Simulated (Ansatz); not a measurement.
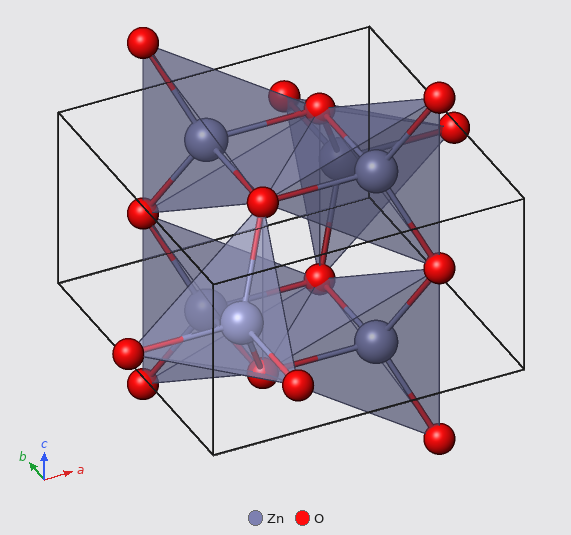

An orthographic polyhedral view of the structure, from a general direction. The conventional unit cell is drawn as a box. Some atoms of the next cells are drawn as well. Cell: a = 5.440 Å, b = 5.440 Å, c = 3.204 Å, α = 90.00°, β = 90.00°, γ = 90.00°.

In words:

- The structure is one of ZnO.
- Space group P4_2/mnm (No. 136), lattice primitive tetragonal.
- In the cell are 4 Zn, 4 O, which makes 4 formula units.
- The polyhedra are ZnO4 tetrahedra; they share corners and edges.
- About every Zn there are four O in a distorted tetrahedral arrangement at about 1.9 to 2.0 Å. O is coordinated by four Zn in a distorted tetrahedral arrangement at about 1.9 to 2.0 Å.
- The bonds build a three-dimensional framework.

It derives from a structure listed in the Materials Project. The atoms were relaxed in a fixed cell with DFT LDA, scalar-relativistic, plane waves, PAW (Ansatz).
